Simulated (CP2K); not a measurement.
```
CELL_PARAMETERS angstrom
3.14508 1.81581 -2.56795
0.00000 3.63163 2.56795
3.14508 -1.81581 2.56795
ATOMIC_POSITIONS crystal
Mn 0.00000 0.00000 0.00000
Mn 0.00000 0.50000 0.50000
Mn 0.50000 0.50000 0.00000
Mn 0.50000 0.00000 0.50000
O 0.00000 0.50000 0.00000
O 0.00000 0.00000 0.50000
O 0.50000 0.00000 0.00000
O 0.50000 0.50000 0.50000
```

Space group Fm-3m; a structure from a database of computed crystals, not necessarily the ambient phase; computed pressure about 5 GPa in this cell; spin-polarised.

These are results of Kohn-Sham DFT of a periodic cell, PBE, GTH-PBE with UZH-DZVP basis (short-range sets on d metals) (CP2K), not measurements.

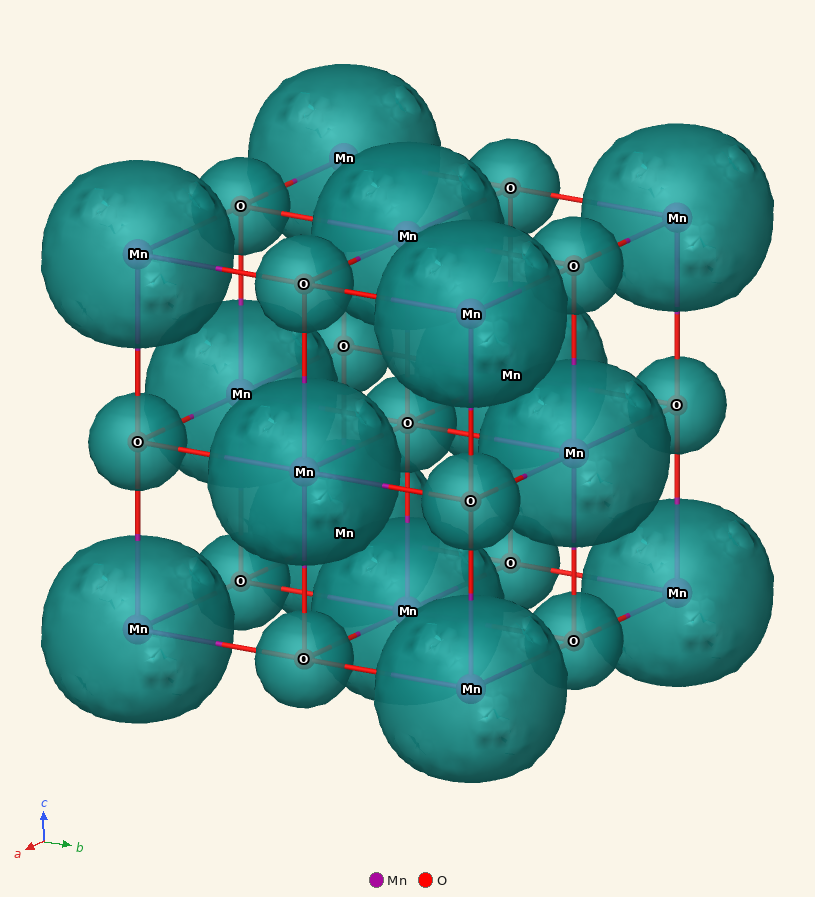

MnO. Isosurface of the spin density (up minus down) at +0.1 e/Å³ (teal), seen at an oblique angle. Sticks mark near contacts.

In a pseudopotential calculation such maps are meaningful between the atoms, not at the nuclei.

> Which atoms carry the moments, and with what signs?

The spin density sits on Mn: +4.9 μB (×4) in one cell of 8 atoms, with smaller moments on other sites: O (up to +0.11 μB): parallel main moments, as they must be, since the calculation's own cell holds one magnetic site. The cell of the calculation (2 atoms) carries 5.0 μB of net spin moment.
